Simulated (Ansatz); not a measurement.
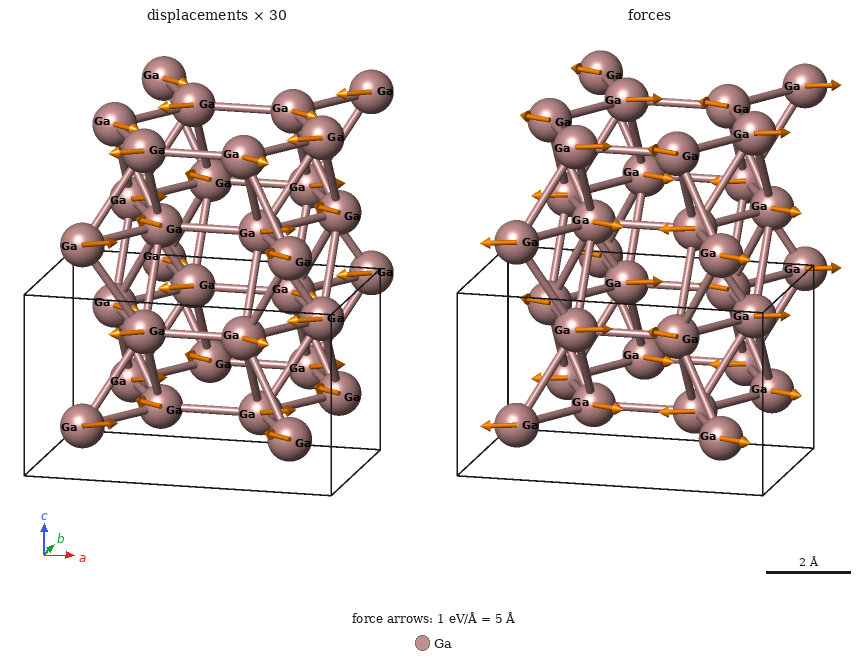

Left: a symmetric starting cell of Ga, with orange arrows for the displacements applied to it (without the part that the change of the cell carries along). Right: the displaced structure with the computed forces. Besides, the cell is strained by +3.3 % along b, +1.0 % along c, −0.4 % along a (volume +3.9 %). Style: ball-and-stick. Shown: the conventional cell (2 times the calculation's cell), repeated 1 × 2 × 2 with one cell outlined, slightly off an axis. Lengths and directions refer to the drawn axes.

Theory: DFT PBE, scalar-relativistic, plane waves, PAW in Ansatz 0.2.0. Set-up: plane-wave cutoff 420 eV; k-point mesh 10 × 10 × 10; occupations gaussian; smearing width 0.1 eV; no spin polarisation.

Q: Describe the distortion and the response.

A: Atoms are displaced by 0.03 Å relative to the cell. No relaxation follows. The starting cell wasn't computed here and needn't be at equilibrium, so pressure and forces aren't due to the change alone. Near-neighbour distances before and after: Ga–Ga 2.757 → 2.825 Å, Ga–Ga 2.479 → 2.519 Å, Ga–Ga 2.684 → 2.723 Å, Ga–Ga 2.711 → 2.701 Å. The space group stays Cmcm (No. 63). The pressure is 1.3 GPa (not all of it need come from the change, since the unchanged cell can be under pressure at this level too). The principal stresses (compression positive) are −0.1 GPa along b and 2.0 GPa across it. The largest forces, 0.18 eV/Å, act on 4 Ga atoms of the calculation's cell. The forces point straight back along the displacements (cosine −0.98).
